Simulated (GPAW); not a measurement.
**BP (F-43m): refractive index against wavelength**

The refractive index of BP (F-43m) below the direct gap (3.38 eV on the mesh) is read from one computed spectrum, n = √(Re ε).

It takes space group F-43m (No. 216, cubic). The conventional cell has a = 4.538 Å, b = 4.538 Å, c = 4.538 Å, α = 90.00°, β = 90.00°, γ = 90.00°. P on site c has 4 B at 1.97 Å as nearest neighbours. Around B on site a lie 4 P at 1.97 Å.

Method: GPAW 26.7.0, LDA, RPA, k-mesh 13×13×13, local fields up to 50 eV, Lorentzian half width 0.15 eV.

Launch of the response step: `OMP_NUM_THREADS=1 python df.py`. The run took 29 s, its band step included, on 1 thread of Arm Neoverse V2, on a shared host.

```
wavelength (nm)  photon energy E (eV)       n
           1550                 0.800  3.0414
           1310                 0.946  3.0519
           1064                 1.165  3.0715
            850                 1.459  3.1053
            700                 1.771  3.1526
            633                 1.959       ?
            532                 2.331  3.2752
```

In the single-oscillator model n² − 1 = E₀E_d/(E₀² − E²), so 1/(n² − 1) = E₀/E_d − E²/(E₀E_d) is linear in E².

Working, on the rows shown:

| x = E² (eV²) | y = 1/(n² − 1) |
| --- | --- |
| 0.639837 | 0.12121 |
| 0.895757 | 0.120278 |
| 1.35784 | 0.118566 |
| 2.12762 | 0.115702 |
| 3.13716 | 0.111871 |
| 5.43137 | 0.102807 |

Means: x̄ = 2.2649, ȳ = 0.11507. Σ(x − x̄)(y − ȳ) = -0.06199, Σ(x − x̄)² = 16.14. Slope = -0.06199 / 16.14 = -0.00384; intercept = ȳ − slope · x̄ = 0.12377. Turned back into n, the line misses the rows shown by at most 0.0019.

Question: Fill in the last column of the withheld row.

Answer: At x = 3.8364 the line gives y = 0.10904, that is 3.1892. The run gave 3.1875, so the interpolation is off by 0.0017, 0.7 % of the range in the table.

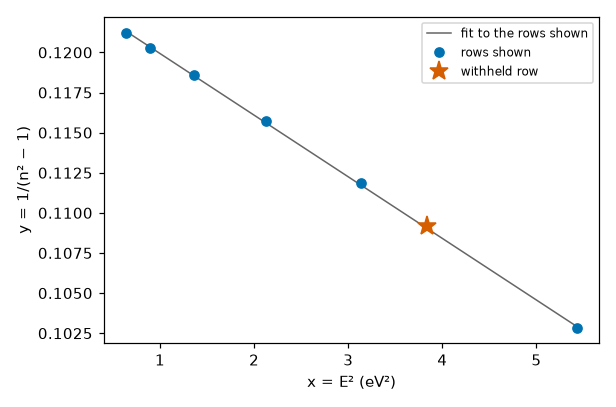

Refitted with all rows, the slope is -0.00383 and the intercept 0.12376. These give E₀ = √(intercept/−slope) = 5.68 eV and E_d = E₀/intercept = 45.9 eV; E₀ is 1.7 times the direct gap. The electronic limit at long wavelengths, without lattice vibrations, is n = √(1 + 1/intercept) = 3.013. Excitons are left out; LDA gaps are as a rule too small. The values come from a sum over the points of one k-mesh and carry its error, which grows as the direct gap shrinks. The local-field cutoff holds few shells of reciprocal vectors for this small cell, so ε∞ can read a few per cent high.

[Logs are printed without paths, hosts, clocks, repeated set-up lines and the standing remarks that a program may print on its own settings, such as how far it seeks lower states.]
